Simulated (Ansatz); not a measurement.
# GaN: single-point calculation

GaN (P6₃mc, 16 atoms in the cell), computed with DFT PBE, scalar-relativistic, plane waves, PAW, no spin polarisation (Ansatz 0.2.0).

The structure derives from a Materials Project entry. It belongs to a series of runs on one base structure; here: the perfect crystal in a cell of 16 atoms. Figures and captions count atoms from 1; the log counts them from 0 in places.

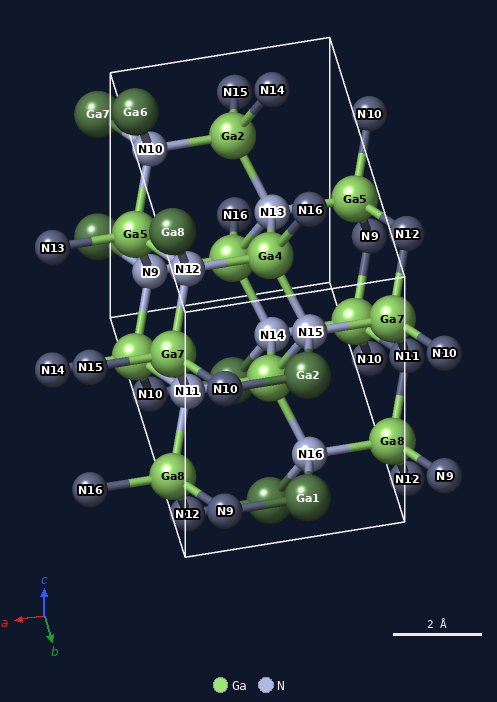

*The structure as given in the input (ball-and-stick view of the cell of the calculation, seen at an oblique angle; neighbours outside the cell are drawn fainter; atoms are numbered from 1 in the order of the input).*

Near neighbours in the crystal (not all of them lie inside the picture): Ga has 4 N at 1.97 to 1.98 Å; N has 4 Ga at 1.97 to 1.98 Å.

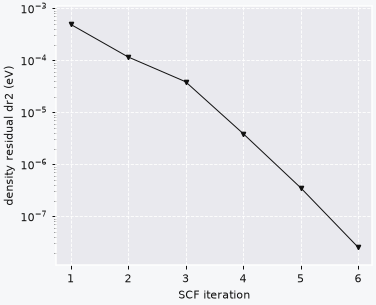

*Convergence of the self-consistent field: density residual dr2 against the SCF iteration.*

The residual falls at every step.

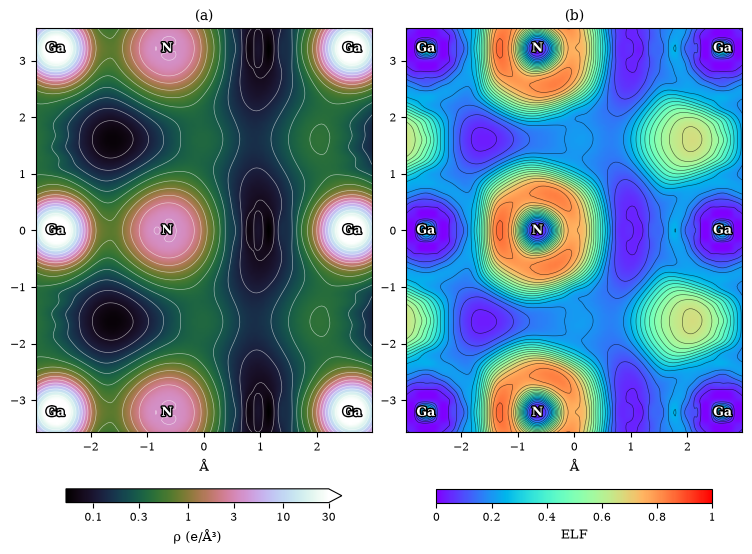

*(a) valence charge density (pseudo); (b) ELF on the (010) plane of the calculation cell.*

Atoms in the plane: Ga and N. Ga–N (1.98 Å): ρ at the midpoint is about 0.7 e/Å³; the ELF is about 0.45 at the midpoint. Away from the nuclei the density in this plane falls to 0.05 e/Å³ at its lowest. Core electrons are frozen (PAW), so the fields are smoothed inside the atomic spheres.

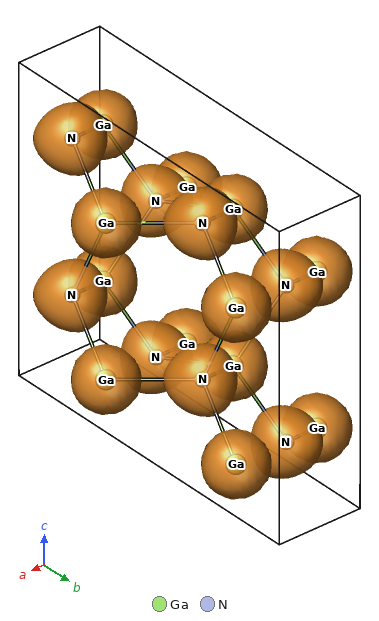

*Isosurface of the valence pseudo-density at 1 e/Å³ (orange), seen slightly off an axis. Sticks mark near contacts. The outline is the calculation cell.*

At this value the density breaks into separate islands; it holds about 70 % of the electrons treated as valence (semicore included). It is pinched off along the Ga–N (1.97 Å) contacts. On the grid the lowest density along these lines, outside the cores, is 0.7 e/Å³ (Ga–N, 1.97 Å).

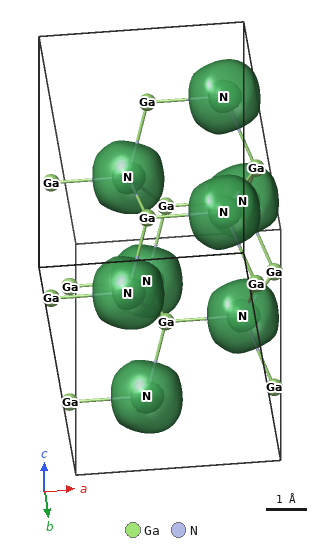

*Isosurface of the electron localisation function at 0.65 (green), seen at an oblique angle. Only the valence region is drawn (cores and ρ < 0.01 e/Å³ removed). Sticks mark near contacts. The outline is the calculation cell.*

Values along the shortest contacts: Ga–N (1.97 Å): the ELF is about 0.45 at the midpoint.

The input and output of the run follow.

The input:
```yaml
crystal:
  lattice:
    - [0.0, 0.0, 5.2431684049]
    - [3.2183708151, 5.5743817694, 0.0]
    - [-6.4367416303, 0.0, 0.0]
  atoms:
    - { symbol: Ga, position: [0.4991348624, 0.1666666667, 0.3333333333] }
    - { symbol: Ga, position: [0.4991348624, 0.1666666667, 0.8333333333] }
    - { symbol: Ga, position: [0.4991348624, 0.6666666667, 0.3333333333] }
    - { symbol: Ga, position: [0.4991348624, 0.6666666667, 0.8333333333] }
    - { symbol: Ga, position: [0.9991348624, 0.3333333333, 0.6666666667] }
    - { symbol: Ga, position: [0.9991348624, 0.3333333333, 0.1666666667] }
    - { symbol: Ga, position: [0.9991348624, 0.8333333333, 0.6666666667] }
    - { symbol: Ga, position: [0.9991348624, 0.8333333333, 0.1666666667] }
    - { symbol: "N", position: [0.8758651376, 0.1666666667, 0.3333333333] }
    - { symbol: "N", position: [0.8758651376, 0.1666666667, 0.8333333333] }
    - { symbol: "N", position: [0.8758651376, 0.6666666667, 0.3333333333] }
    - { symbol: "N", position: [0.8758651376, 0.6666666667, 0.8333333333] }
    - { symbol: "N", position: [0.3758651376, 0.3333333333, 0.6666666667] }
    - { symbol: "N", position: [0.3758651376, 0.3333333333, 0.1666666667] }
    - { symbol: "N", position: [0.3758651376, 0.8333333333, 0.6666666667] }
    - { symbol: "N", position: [0.3758651376, 0.8333333333, 0.1666666667] }
basis:
  ecutwfc: 420
  xc_grid: 2
kpoints:
  mp_grid: { grid: [3, 3, 3], shift: [0.0, 0.0, 0.0] }
hamiltonian:
  xc: pbe
scf:
  occupations: { method: gaussian, width: 0.01 }
output:
  forces: true
  stress: true
  eigenvalues: true
  write_density: true
  write_potential: true
  elf: true
  volumetric_format: npy
```

Launched with:
```bash
ansatz run input.yaml --threads 4 --pin off --max-ram 8192MiB --backend cpu --events-out ev --progress --plain --runs-dir out
```

What the program printed:
```
Engine: ansatz 0.2.0, x86_64-unknown-linux-gnu
Pseudopotentials: kind: paw
Pseudopotential: Ga, paw, valence charge 13, recommended cutoff 420 eV (normal), Ga.paw.azcp
Pseudopotential: N, paw, valence charge 5, recommended cutoff 420 eV (normal), N.paw.azcp
Functional definition: PBE
  parameter kappa = 0.804
  parameter beta = 0.06672455060314922
  exchange = pbe_x(kappa = kappa, mu = beta*pi^2/3)
  correlation = pbe_c(beta = beta)
Crystal: 16 atoms, lattice volume = 188.129 Å³
Basis set: ecut = 420 eV, 3713 PW (Γ), exchange–correlation on 72×90×90 points (8 copies of the dense FFT grid, shifted against one another)
Bands: 88, of which v1, the nominal top of the filled ones, is band 72 counted from 1 (71 counted from 0)
Symmetry: 48 space group operations
Space group: P63mc (ITA 186), of the structure as read, at distance tolerance 5.7e-5 Å
k-points: 6 of 27 (time reversal used)
Non-local potential: Ga, projectors of the file, l = 0: 2, l = 1: 2, l = 2: 3, l = 3: 1
Non-local potential: N, projectors of the file, l = 0: 2, l = 1: 2, l = 2: 1
PAW form: soft (Blöchl's): semilocal exchange-correlation on the pseudo side does not see the compensation charge
PAW one-centre angular grid: Ga, 590 points (default); XC on 64 Gauss nodes
PAW one-centre angular grid: N, 110 points (default); XC on 64 Gauss nodes
Initial density: superposition of atomic densities (neutral atoms: chi_scale 0, normalization atom), corrected by the library's trained network
Initial wavefunctions: pseudopotential atomic-orbital guess
Functional: x = pbe(κ = 0.804, μ = 0.2195149727645171), c = pbe(β = 0.06672455060314922)
SCF iter   1: F=—  HF=-33343.316946 eV  |F-HF|=—  |Δ(HF+E_count)|=         —  Δρ=7.36e-4  dr2=4.92e-4  ethr=1.77e-3  ⟨swp⟩=6.0  Hψ=1834  notcnv=0  defer=5
preconditioner: auto → Resta (q_TF=auto, 2.609 Å⁻¹)  ε∞=4.9  [insulator: Δε(μ)=1.703 eV  Ē_g=16.379 eV  σ=0.010 eV  W_gap=1.00  n_scr=58 (ndim 8)  ℏωp=32.5 eV  f_vac=0.010  D(μ)=0.00/eV (n_scr^D=0)  ε∞_Penn≈4.9]
SCF iter   2: F=—  HF=-33343.318306 eV  |F-HF|=—  |Δ(HF+E_count)|=   1.36e-3  Δρ=3.89e-4  dr2=1.16e-4  ethr=3.42e-7  ⟨swp⟩=3.0  Hψ=1108  notcnv=0  defer=51
SCF iter   3: F=—  HF=-33343.318724 eV  |F-HF|=—  |Δ(HF+E_count)|=   4.19e-4  Δρ=2.08e-4  dr2=3.87e-5  ethr=8.03e-8  ⟨swp⟩=2.0  Hψ=894  notcnv=0  defer=51
SCF iter   4: F=—  HF=-33343.318900 eV  |F-HF|=—  |Δ(HF+E_count)|=   1.76e-4  Δρ=4.95e-5  dr2=3.91e-6  ethr=2.69e-8  ⟨swp⟩=2.0  Hψ=922  notcnv=0  defer=51
SCF iter   5: F=—  HF=-33343.318908 eV  |F-HF|=—  |Δ(HF+E_count)|=   8.10e-6  Δρ=1.66e-5  dr2=3.56e-7  ethr=2.71e-9  ⟨swp⟩=2.0  Hψ=906  notcnv=0  defer=51
SCF iter   6: F=-33343.318909 eV  HF=-33343.318909 eV  |F-HF|=1.68e-8  |Δ(HF+E_count)|=   8.46e-7  Δρ=4.28e-6  dr2=2.55e-8  ethr=6.94e-11  ⟨swp⟩=12.7  Hψ=3526  notcnv=0
SCF 1 converged in 6 iterations: F = -33343.318909 eV  dr2 = 2.55e-8
  greatest PAW one-centre occupation: 0.995 electrons in one spin orbital (limit 2), on the Ga atom at site 3 (counted from 0), in its partial waves of l = 2
SCF converged after 6 iterations
Free energy (F): -33343.318909 eV
Harris-Foulkes:  -33343.318909 eV  (|F-HF|=1.68e-8)
Internal energy: -33343.318909 eV  (E = F + TS)
E sigma→0 (E₀):  -33343.318909 eV
Fermi energy:    10.119665 eV
--- Per-component energies (eV) ---
  E_band       = -96.151599
  E_kinetic    = 1968.902405
  E_local      = -15799.028541  (includes V_loc(G=0)·N_el)
  E_nonlocal   = 3794.742178
  E_hartree    = 7254.932918
  E_xc         = -1027.165103
  E_vxc        = -1068.847882  (∫ρ·V_xc dr)
  E_paw        = -16964.008446  (= ΣΔE_a)
  E_vpaw       = -3501.792178  (= ΣTr[D̂ρ^β])
  E_aug_tail   = 0.000629  (compensation charges beyond the density's cutoff)
  E_ewald      = -12571.694949
  E_smearing   = -0.000000  (= −TS)
  E_closure    = 0.000000  (closes the sum)
  Σ components = -33343.318909   (vs F -33343.318909, Δ=0.00e0)
--- Forces (eV/Å), atoms counted from 1 ---
  atom   1  Ga    -0.00000000    -0.00000000     0.00120696
  atom   2  Ga     0.00000000    -0.00000000     0.00120696
  atom   3  Ga     0.00000000    -0.00000000     0.00120696
  atom   4  Ga     0.00000000     0.00000000     0.00120696
  atom   5  Ga    -0.00000000     0.00000000     0.00120696
  atom   6  Ga     0.00000000     0.00000000     0.00120696
  atom   7  Ga     0.00000000     0.00000000     0.00120696
  atom   8  Ga    -0.00000000    -0.00000000     0.00120696
  atom   9  N      0.00000000     0.00000000    -0.00121923
  atom  10  N      0.00000000     0.00000000    -0.00121923
  atom  11  N      0.00000000    -0.00000000    -0.00121923
  atom  12  N      0.00000000    -0.00000000    -0.00121923
  atom  13  N     -0.00000000     0.00000000    -0.00121923
  atom  14  N     -0.00000000     0.00000000    -0.00121923
  atom  15  N     -0.00000000    -0.00000000    -0.00121923
  atom  16  N     -0.00000000     0.00000000    -0.00121923
  max |Σ_I F_I| component: 9.82e-5 eV/Å
--- Stress (GPa, compression-positive) ---
       -0.023791       0.000000       0.000000
       -0.000000      -0.023791      -0.000000
        0.000000       0.000000      -0.063317
  P = ⅓ Tr σ = -0.0370 GPa (-0.370 kbar)
--- Band table (eV; the first three rows and the last of 6) ---
  k-point 0: bands = ["-6.4691", "-5.6747", "-5.6747", "-5.6747", "-5.6683", "-5.5289", "-5.5289", "-5.5289", "-4.2031", "-4.1891", "-4.1891", "-4.1423", "-4.1423", "-4.1423", "-4.1339", "-4.1339", "-4.1220", "-4.1220", "-4.1220", "-4.0330", "-4.0330", "-4.0330", "-3.9950", "-3.9950", "-3.9950", "-3.9609", "-3.9609", "-3.9561", "-3.9561", "-3.9561", "-3.9478", "-3.9478", "-3.9478", "-3.8789", "-3.8789", "-3.8789", "-3.8715", "-3.8715", "-3.8476", "-3.8476", "-3.8476", "-2.7147", "-2.7147", "-2.7147", "-2.6153", "-2.1746", "-2.1746", "-2.1746", "2.4028", "2.9529", "2.9529", "2.9529", "4.0753", "4.0753", "4.0753", "5.1983", "5.1983", "5.1983", "6.6269", "6.6269", "6.6269", "7.1504", "7.1504", "7.1504", "8.2692", "8.2692", "8.3024", "8.3024", "8.3024", "9.2292", "9.2652", "9.2652", "10.9740", "13.3298", "14.2474", "14.2474", "14.2474", "14.6369", "14.6369", "14.6369", "15.2425", "15.2425", "15.2425", "17.6127", "17.6127", "17.6127", "18.2854", "18.9974"]
  k-point 1: bands = ["-6.2340", "-5.8230", "-5.6629", "-5.6629", "-5.6160", "-5.5474", "-5.5328", "-5.5328", "-4.1751", "-4.1633", "-4.1633", "-4.1575", "-4.1403", "-4.1241", "-4.1118", "-4.0890", "-4.0890", "-4.0873", "-4.0776", "-4.0471", "-4.0081", "-4.0081", "-3.9965", "-3.9951", "-3.9951", "-3.9941", "-3.9801", "-3.9774", "-3.9774", "-3.9650", "-3.9603", "-3.9603", "-3.9597", "-3.9190", "-3.9034", "-3.9018", "-3.9018", "-3.8720", "-3.8720", "-3.8665", "-3.8562", "-3.5095", "-2.8623", "-2.8623", "-2.4355", "-2.0801", "-1.9904", "-1.9904", "2.7739", "3.3813", "3.3813", "3.4397", "4.2976", "4.2976", "4.5369", "5.2095", "5.2095", "5.4166", "5.7702", "5.7702", "6.6199", "6.9768", "7.3456", "7.3456", "7.5295", "7.5435", "7.5435", "7.7802", "8.0551", "8.5416", "8.9557", "9.0308", "12.5196", "13.9751", "14.6026", "14.8434", "15.0640", "15.0640", "15.3931", "15.3931", "15.8996", "15.8996", "15.9012", "17.2939", "17.3926", "17.3926", "17.5019", "18.0475"]
  k-point 2: bands = ["-5.9122", "-5.9122", "-5.9122", "-5.5608", "-5.5608", "-5.5605", "-5.5605", "-5.5605", "-4.1894", "-4.1455", "-4.1455", "-4.1455", "-4.1245", "-4.1245", "-4.1245", "-4.0632", "-4.0632", "-4.0632", "-4.0384", "-4.0384", "-4.0384", "-4.0012", "-4.0012", "-3.9970", "-3.9970", "-3.9970", "-3.9881", "-3.9738", "-3.9738", "-3.9427", "-3.9427", "-3.9427", "-3.9317", "-3.9317", "-3.9317", "-3.9312", "-3.8892", "-3.8863", "-3.8863", "-3.8863", "-3.6988", "-3.6988", "-3.6988", "-2.1909", "-2.1909", "-2.1477", "-2.1477", "-2.1477", "3.3749", "3.3749", "3.3749", "4.0109", "4.0109", "4.1798", "5.3436", "5.3436", "5.3436", "5.6478", "5.6478", "5.6478", "6.3956", "6.3956", "6.6408", "6.9256", "6.9256", "6.9256", "8.2764", "8.2764", "8.2764", "8.4069", "8.4069", "8.4069", "13.9956", "13.9956", "13.9956", "14.4441", "15.9359", "15.9359", "15.9359", "16.4671", "16.4671", "16.4671", "16.7944", "16.7944", "16.7944", "16.7995", "16.7995", "17.5621"]
  k-point 5: bands = ["-5.7655", "-5.7655", "-5.7655", "-5.5914", "-5.5914", "-5.5914", "-5.5299", "-5.5299", "-4.1276", "-4.1266", "-4.1266", "-4.1266", "-4.1150", "-4.1150", "-4.1150", "-4.0852", "-4.0852", "-4.0852", "-4.0694", "-4.0694", "-4.0694", "-4.0650", "-4.0650", "-4.0109", "-3.9814", "-3.9814", "-3.9814", "-3.9807", "-3.9807", "-3.9807", "-3.9375", "-3.9330", "-3.9268", "-3.9268", "-3.9058", "-3.9058", "-3.9058", "-3.8956", "-3.8956", "-3.8956", "-3.4891", "-3.4891", "-3.4891", "-2.7629", "-2.7629", "-2.7629", "-2.1844", "-2.1844", "3.3881", "3.3881", "3.9805", "3.9805", "3.9805", "4.6749", "5.0588", "5.0588", "5.0588", "5.8633", "6.3820", "6.3820", "6.3820", "7.0032", "7.0032", "7.0032", "7.5026", "7.5026", "7.7958", "7.7958", "7.7958", "8.1894", "8.1894", "8.1894", "14.1917", "14.1917", "14.1917", "15.4929", "15.4929", "15.4929", "15.6077", "15.8674", "15.8674", "16.4504", "16.4504", "16.4504", "16.9426", "16.9426", "16.9426", "17.1575"]
```

Summary:

```csv
quantity,value
outcome,converged
space group (tolerance 0.01 Å),P6₃mc (186)
electrons treated,144
free energy,−33343.3189 eV
Fermi energy,10.120 eV
gap on the k-point mesh,1.71 eV
pressure,−0.04 GPa
largest force (length of the vector),0.001 eV/Å
hardware,"4 threads of AMD EPYC (Zen 3), 189 GiB of memory available, shared host"
wall time,7.7 s (CPU time 26 s)
peak memory,0.65 GiB
```
